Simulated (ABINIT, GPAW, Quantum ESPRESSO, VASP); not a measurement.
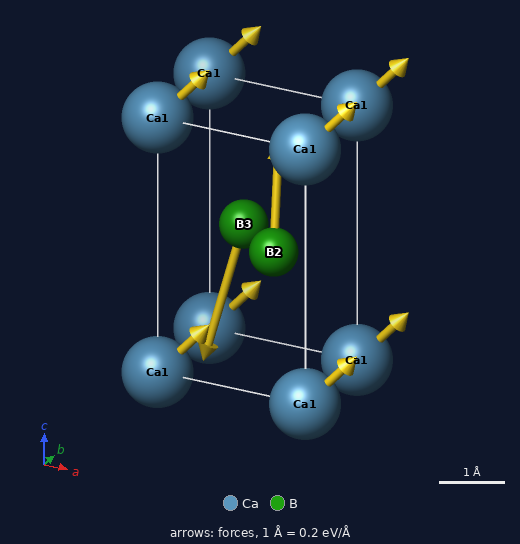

CaB₂ (3 atoms) with its atoms moved off their places at random, by some hundredths of an ångström. The arrows are the forces from VASP (PBE potentials, release 64 Ca_sv, B). The parent cell is a structure listed in the Materials Project. It needn't be the stable form of this composition.

```
Ca B
1.0
     3.22643    0.00000    0.00000
    -1.61322    2.79417    0.00000
     0.00000    0.00000    4.06739
Ca B
1 2
Direct
  0.99764 0.99966 0.99961
  0.66869 0.33058 0.49819
  0.34499 0.67381 0.50784
```

The same cell was run in four programs or potential sets. Alike in all runs: functional PBE; k mesh 9 × 9 × 7 on the run's cell of 3 atoms; occupations fermi-dirac, width 0.05 eV; no spin polarisation; no spin-orbit coupling. The table gives the size of the force on each atom, with the net force on the cell removed.

| program | force on Ca1 (eV/Å) | force on B2 (eV/Å) | force on B3 (eV/Å) |
| --- | --- | --- | --- |
| VASP (PBE potentials, release 64 Ca_sv, B) | 0.147 | 0.276 | 0.390 |
| GPAW (PAW data 1.2.1) | 0.149 | 0.278 | 0.393 |
| Quantum ESPRESSO (SSSP 1.3 efficiency) | 0.146 | 0.277 | 0.388 |
| ABINIT (JTH PAW PBE v2.0) | ? | ? | ? |

> Estimate the row of ABINIT (JTH PAW PBE v2.0).

0.145 eV/Å on Ca1, 0.276 eV/Å on B2 and 0.388 eV/Å on B3. The medians of the other rows are 0.147, 0.277, 0.390 eV/Å.

> How well do the programs agree?

The force on B3, the largest, spans 0.388 to 0.393 eV/Å. Against the median force vectors, the rows deviate by 0.002 eV/Å rms as a rule and by 0.005 eV/Å at most. With one functional throughout, the spread comes from potentials, basis sets and numerical settings. Deviations count direction as well as size.
